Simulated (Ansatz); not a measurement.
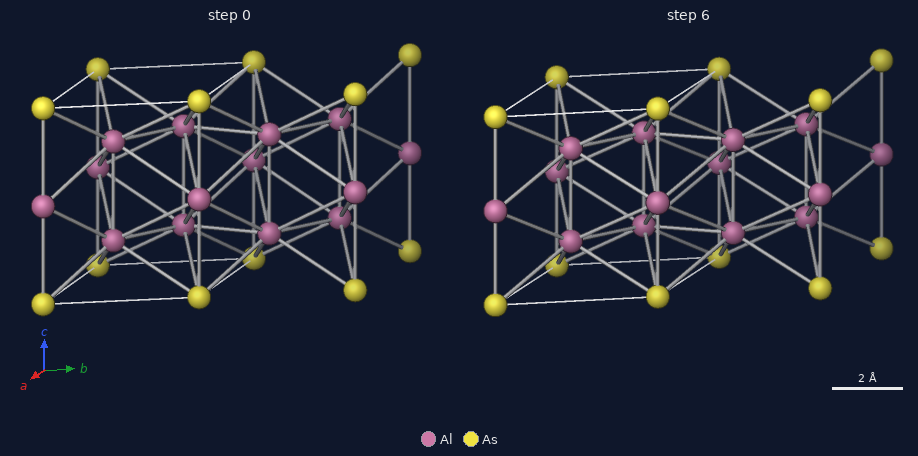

The structure of a crystal of Al₅As (a generated structure, set up in P6/mmm) before (left) and after (right) a relaxation, at one scale.

The picture is a ball-and-stick view of the cell of the calculation, repeated 1 × 2 × 1 with one cell outlined, seen slightly off an axis.

Computed with Ansatz 0.2.0, DFT PBE, scalar-relativistic, plane waves, PAW; settings changed.

Input
```yaml
crystal:
  lattice:
    - [4.587333846, 0.0, 0.0]
    - [-2.293666923, 3.9727476463, 0.0]
    - [0.0, 0.0, 5.8846928378]
  atoms:
    - { symbol: Al, position: [0.3333333333, 0.6666666667, 0.2474774115] }
    - { symbol: Al, position: [0.3333333333, 0.6666666667, 0.7525225885] }
    - { symbol: Al, position: [0.6666666667, 0.3333333333, 0.7525225885] }
    - { symbol: Al, position: [0.6666666667, 0.3333333333, 0.2474774115] }
    - { symbol: Al, position: [0.0, 0.0, 0.5] }
    - { symbol: As, position: [0.0, 0.0, 0.0] }
basis:
  ecutwfc: 420
kpoints:
  mp_grid: { grid: [12, 11, 7] }
hamiltonian:
  xc: pbe
scf:
  occupations: { method: gaussian, width: 0.1 }
  max_iter: 100
output:
  forces: true
  eigenvalues: true
  stress: true
relax:
  adjacent_minimum: "off"
  f_tol: 0.01
  max_steps: 80
  cell: { stress_tol: 0.05 }
```

Run as
```bash
ansatz run input.yaml --threads 1 --pin off --max-ram 2560MiB --backend cpu --events-out ev --progress --plain --runs-dir out
```

### Describe what moved and what it gained.

The run was cut off at its time limit before the program reported convergence, but its last step already meets the force threshold: the largest component is 0.0028 eV/Å against 0.01 eV/Å. The pressure is within 0.01 GPa of its target. The input was poor on purpose: a mesh that breaks the symmetry. Over 6 geometry steps the energy falls by 98.5 meV per cell of the calculation. Largest force component: 0.17 eV/Å at the start, 0.0028 eV/Å at the end. Pressure: 0.34 GPa at the start and 0.00 GPa at the end. The largest moves relative to the cell, 0.046 Å, are those of Al1, Al2, Al3 and Al4. Al4 goes along [−2 1 2]. As stays in place. The volume changes by +0.1 %, with a 4.587 → 4.739 Å (+3.3 %), b 4.587 → 4.794 Å (+4.5 %), c 5.885 → 5.645 Å (−4.1 %), γ 120.0° → 123.2°. Among the contacts that change: Al1–Al2 2.972 → 2.789 Å, Al1–As6 3.022 → 3.169 Å, Al5–As6 2.942 → 2.823 Å, Al1–Al5 3.037 → 3.154 Å. Among the angles between lasting bonds that change: Al4–Al1–Al4 120.0° → 114.3°, Al4–Al1–Al4 120.0° → 123.8°. The space group (tolerance 0.01 Å) goes from P6/mmm (No. 191) to P2/m (No. 10).
